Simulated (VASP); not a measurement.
**Geometry relaxation, with input and output: MnS (part 3 of 4)**

The same run, continued: MnS (4 atoms in the cell); Kohn-Sham DFT of a periodic cell, LDA, VASP PAW LDA potentials, recommended, spin-polarised (VASP 6.6.1); cutoff 350 eV, 4×4×4 k-mesh, Gaussian smearing of 0.02 eV, collinear spins. The structure derives from an entry of the Crystallography Open Database.

Geometry of the input (Å; fractional positions):
```
0.0000  2.6045  -2.6045
0.0000  2.6045  2.6045
5.2090  0.0000  0.0000
Mn 0.0000  0.0000  0.0000
Mn 0.5000  0.5000  0.5000
S  -0.0000  1.0000  0.5000
S  0.5000  1.5000  1.0000
```

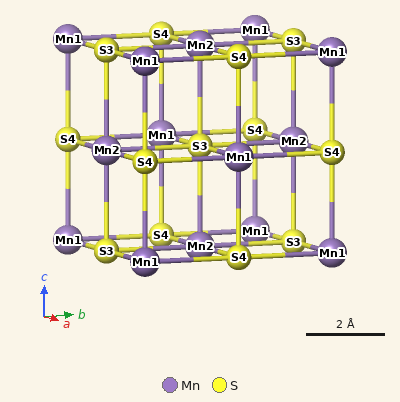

The starting structure (ball-and-stick view of the cell 2 times as large as that of the calculation, set on its symmetry axes, seen slightly off an axis; atoms are numbered from 1 in the order of the input).

**Parts of OUTCAR, continued**
```
 -----------------------------------------------------------------------------
  energy-cutoff  :      350.00
  volume of cell :       57.74
      direct lattice vectors                 reciprocal lattice vectors
    -0.000000000  2.437738026 -2.437738026    -0.000000000  0.205108176 -0.205108176
     0.000000000  2.437738026  2.437738026    -0.000000000  0.205108176  0.205108176
     4.858290659  0.000000000 -0.000000000     0.205833712  0.000000000 -0.000000000

 POSITION                                       TOTAL-FORCE (eV/Angst)
 -----------------------------------------------------------------------------------
     -0.00000      4.87548     -0.00000        -0.000000     -0.000000     -0.000000
      2.42915      2.43774     -0.00000        -0.000000     -0.000000     -0.000000
      2.42915      2.43774      2.43774        -0.000000      0.000000      0.000000
     -0.00000      2.43774     -0.00000         0.000000      0.000000      0.000000
 -----------------------------------------------------------------------------------
    total drift:                               -0.000000     -0.000000     -0.000000

  FREE ENERGIE OF THE ION-ELECTRON SYSTEM (eV)
  ---------------------------------------------------
  free  energy   TOTEN  =       -30.6768720951 eV

  energy  without entropy=      -30.6747830773  energy(sigma->0) =      -30.67582759

--------------------------------------- Ionic step        3  -------------------------------------------

 number of electron      37.9999957 magnetization       0.0000000

 number of electron      37.9999957 magnetization      -0.0000000

------------------------ aborting loop because EDIFF is reached ----------------------------------------

  FORCE on cell =-STRESS in cart. coord.  units (eV):
  Direction    XX          YY          ZZ          XY          YZ          ZX
  --------------------------------------------------------------------------------------
  -------------------------------------------------------------------------------------
  Total        0.6611210     -0.4971099     -0.4971099     -0.0000000      0.0000000      0.0000000
  in kB       19.1087310    -14.3682319    -14.3682319     -0.0000000      0.0000000      0.0000000
  external PRESSURE =      -3.2092442 kB  Pullay stress =       0.0000000 kB

 VOLUME and BASIS-vectors are now :
 -----------------------------------------------------------------------------
  energy-cutoff  :      350.00
  volume of cell :       55.43
      direct lattice vectors                 reciprocal lattice vectors
    -0.000000000  2.405389069 -2.405389069    -0.000000000  0.207866580 -0.207866580
     0.000000000  2.405389069  2.405389069    -0.000000000  0.207866580  0.207866580
     4.790259073  0.000000000 -0.000000000     0.208756976  0.000000000 -0.000000000

 POSITION                                       TOTAL-FORCE (eV/Angst)
 -----------------------------------------------------------------------------------
      0.00000      0.00000     -0.00000         0.000000     -0.000000     -0.000000
      2.39513      2.40539     -0.00000        -0.000000      0.000000     -0.000000
      2.39513      0.00000     -0.00000         0.000000      0.000000      0.000000
     -0.00000      2.40539     -0.00000         0.000000      0.000000      0.000000
 -----------------------------------------------------------------------------------
    total drift:                               -0.000000      0.000000      0.000000

  FREE ENERGIE OF THE ION-ELECTRON SYSTEM (eV)
  ---------------------------------------------------
  free  energy   TOTEN  =       -30.7013129856 eV

  energy  without entropy=      -30.6987240829  energy(sigma->0) =      -30.70001853

[... ionic steps 4 to 14 ...]

--------------------------------------- Ionic step       15  -------------------------------------------

 number of electron      37.9999947 magnetization       0.0000000

 number of electron      37.9999947 magnetization      -0.0000000

------------------------ aborting loop because EDIFF is reached ----------------------------------------

  FORCE on cell =-STRESS in cart. coord.  units (eV):
  Direction    XX          YY          ZZ          XY          YZ          ZX
  --------------------------------------------------------------------------------------
  -------------------------------------------------------------------------------------
  Total       -0.0081455      0.0074990      0.0074990     -0.0000000      0.0000000      0.0000000
  in kB       -0.2358207      0.2171033      0.2171033     -0.0000000      0.0000000      0.0000000
  external PRESSURE =       0.0661286 kB  Pullay stress =       0.0000000 kB

 VOLUME and BASIS-vectors are now :
 -----------------------------------------------------------------------------
  energy-cutoff  :      350.00
  volume of cell :       55.34
      direct lattice vectors                 reciprocal lattice vectors
     0.000000000  2.394198307 -2.394198307     0.000000000  0.208838173 -0.208838173
    -0.000000000  2.394198307  2.394198307     0.000000000  0.208838173  0.208838173
     4.827229186 -0.000000000  0.000000000     0.207158177 -0.000000000  0.000000000

 POSITION                                       TOTAL-FORCE (eV/Angst)
 -----------------------------------------------------------------------------------
     -0.00000      2.39420      2.39420        -0.000000     -0.000000     -0.000000
      2.41361      2.39420      0.00000         0.000000      0.000000     -0.000000
      2.41361      2.39420      2.39420        -0.000000      0.000000      0.000000
      0.00000      2.39420      0.00000        -0.000000      0.000000      0.000000
 -----------------------------------------------------------------------------------
    total drift:                               -0.000000      0.000000      0.000000

  FREE ENERGIE OF THE ION-ELECTRON SYSTEM (eV)
  ---------------------------------------------------
  free  energy   TOTEN  =       -30.7062239179 eV

  energy  without entropy=      -30.7039788009  energy(sigma->0) =      -30.70510136

--------------------------------------- Ionic step       16  -------------------------------------------

 number of electron      37.9999946 magnetization       0.0000000

------------------------ aborting loop because EDIFF is reached ----------------------------------------

  FORCE on cell =-STRESS in cart. coord.  units (eV):
  Direction    XX          YY          ZZ          XY          YZ          ZX
  --------------------------------------------------------------------------------------
  -------------------------------------------------------------------------------------
  Total        0.0023036      0.0080954      0.0080954     -0.0000000      0.0000000      0.0000000
  in kB        0.0667052      0.2344150      0.2344150     -0.0000000      0.0000000      0.0000000
  external PRESSURE =       0.1785117 kB  Pullay stress =       0.0000000 kB

 VOLUME and BASIS-vectors are now :
 -----------------------------------------------------------------------------
  energy-cutoff  :      350.00
  volume of cell :       55.33
      direct lattice vectors                 reciprocal lattice vectors
     0.000000000  2.394125513 -2.394125513     0.000000000  0.208844523 -0.208844523
    -0.000000000  2.394125513  2.394125513     0.000000000  0.208844523  0.208844523
     4.826567001 -0.000000000  0.000000000     0.207186599 -0.000000000  0.000000000

 POSITION                                       TOTAL-FORCE (eV/Angst)
 -----------------------------------------------------------------------------------
      0.00000      2.39413     -2.39413        -0.000000      0.000000      0.000000
      2.41328      2.39413      0.00000        -0.000000     -0.000000     -0.000000
      2.41328     -0.00000      0.00000         0.000000      0.000000      0.000000
      0.00000      2.39413      0.00000         0.000000      0.000000      0.000000
 -----------------------------------------------------------------------------------
    total drift:                               -0.000000      0.000000     -0.000000

  FREE ENERGIE OF THE ION-ELECTRON SYSTEM (eV)
  ---------------------------------------------------
  free  energy   TOTEN  =       -30.7062234877 eV

  energy  without entropy=      -30.7039797008  energy(sigma->0) =      -30.70510159

--------------------------------------- Ionic step       17  -------------------------------------------

 number of electron      37.9999947 magnetization       0.0000000

 number of electron      37.9999947 magnetization      -0.0000000

 Free energy of the ion-electron system (eV)
  ---------------------------------------------------
  ext. energy  EPLUGINS =         0.00000000
  ---------------------------------------------------
  free energy    TOTEN  =       -30.70622393 eV

  energy without entropy =      -30.70397942  energy(sigma->0) =      -30.70510167

 E-fermi :   9.2318     XC(G=0): -12.2142     alpha+bet :-14.8455

 val. band max:        9.2230761953   @ k =   0.2500   0.2500   0.2500
 cond. band min:       9.2819018309   @ k =   0.5000   0.2500   0.0000
 fundamental gap:      0.0588256356
 Fermi energy:         9.2317778056

 spin component 1

 k-point     1 :       0.0000    0.0000    0.0000
  band No.  band energies     occupation
      1     -40.4410      1.00000
      2     -40.1122      1.00000
      3     -40.1122      1.00000
      4     -37.1456      1.00000
      5     -36.9379      1.00000
      6     -36.9379      1.00000
      7      -6.7803      1.00000
      8      -4.6280      1.00000
      9       2.1430      1.00000
     10       5.3915      1.00000
     11       5.3915      1.00000
     12       5.6003      1.00000
     13       6.5306      1.00000
     14       6.5306      1.00000
     15       6.6087      1.00000
     16       6.8100      1.00000
     17       7.4118      1.00000
     18       7.4430      1.00000
     19       7.4430      1.00000
     20       7.9332      1.00000
     21       9.0882      1.00000
     22       9.5649      0.00000
     23       9.5649      0.00000

 k-point     2 :       0.2500    0.0000    0.0000
  band No.  band energies     occupation
      1     -40.4405      1.00000
      2     -40.1203      1.00000
      3     -40.1115      1.00000
      4     -37.1450      1.00000
      5     -36.9481      1.00000
      6     -36.9369      1.00000
      7      -6.2050      1.00000
      8      -4.4785      1.00000
      9       2.5654      1.00000
     10       2.9584      1.00000
     11       4.5124      1.00000
     12       4.5218      1.00000
     13       5.4215      1.00000
     14       5.5384      1.00000
     15       6.6494      1.00000
     16       6.7238      1.00000
     17       7.5120      1.00000
     18       7.7810      1.00000
     19       9.1618      1.00000
     20       9.1620      1.00000
     21       9.5447      0.00000
     22       9.9230      0.00000
     23       9.9255      0.00000

 k-point     3 :       0.5000    0.0000    0.0000
  band No.  band energies     occupation
      1     -40.4398      1.00000
      2     -40.1281      1.00000
      3     -40.1106      1.00000
      4     -37.1442      1.00000
      5     -36.9580      1.00000
      6     -36.9357      1.00000
      7      -4.9759      1.00000
      8      -4.9265      1.00000
      9       2.0453      1.00000
     10       2.5163      1.00000
     11       3.6010      1.00000
     12       3.9464      1.00000
     13       4.0091      1.00000
     14       4.9260      1.00000
     15       6.7756      1.00000
     16       7.2064      1.00000
     17       7.8652      1.00000
     18       7.9509      1.00000
     19       9.5191      0.00000
     20       9.7765      0.00000
     21      10.2763      0.00000
     22      10.2867      0.00000
     23      10.9749      0.00000

 k-point     4 :       0.2500    0.2500    0.0000
  band No.  band energies     occupation
      1     -40.4397      1.00000
      2     -40.1195      1.00000
      3     -40.1188      1.00000
      4     -37.1441      1.00000
      5     -36.9470      1.00000
      6     -36.9461      1.00000
      7      -5.7367      1.00000
      8      -4.4105      1.00000
      9       3.0103      1.00000
     10       3.0813      1.00000
     11       3.1736      1.00000
     12       3.8656      1.00000
     13       5.5830      1.00000
     14       5.6525      1.00000
     15       6.0834      1.00000
     16       6.9711      1.00000
     17       7.5550      1.00000
     18       7.7067      1.00000
     19       8.3235      1.00000
     20       9.3005      0.00000
     21       9.8691      0.00000
     22       9.9638      0.00000
     23      10.0413      0.00000

 k-point     5 :       0.5000    0.2500    0.0000
  band No.  band energies     occupation
      1     -40.4391      1.00000
      2     -40.1270      1.00000
      3     -40.1182      1.00000
      4     -37.1434      1.00000
      5     -36.9564      1.00000
      6     -36.9452      1.00000
      7      -4.8147      1.00000
      8      -4.7483      1.00000
      9       2.2666      1.00000
     10       2.4342      1.00000
     11       4.1034      1.00000
     12       4.3819      1.00000
     13       4.4564      1.00000
     14       4.7500      1.00000
     15       6.4378      1.00000
     16       7.1763      1.00000
     17       7.1931      1.00000
     18       7.7685      1.00000
     19       8.7765      1.00000
     20       9.2819      0.00020
     21       9.7044      0.00000
     22      10.0223      0.00000
     23      10.4185      0.00000

 [... the levels of 12 k-points are left out ...]

 k-point    18 :       0.5000    0.5000    0.5000
  band No.  band energies     occupation
      1     -40.4392      1.00000
      2     -40.1255      1.00000
      3     -40.1255      1.00000
      4     -37.1436      1.00000
      5     -36.9544      1.00000
      6     -36.9544      1.00000
      7      -4.4672      1.00000
      8      -4.3486      1.00000
      9       3.0627      1.00000
     10       3.0627      1.00000
     11       3.0706      1.00000
     12       3.0706      1.00000
     13       3.4559      1.00000
     14       3.9695      1.00000
     15       7.1645      1.00000
     16       7.1645      1.00000
     17       7.5541      1.00000
     18       7.7997      1.00000
     19       8.0215      1.00000
     20       9.5786      0.00000
     21       9.5786      0.00000
     22       9.9333      0.00000
     23      10.3997      0.00000
 Fermi energy:         9.2317778056

 spin component 2
```
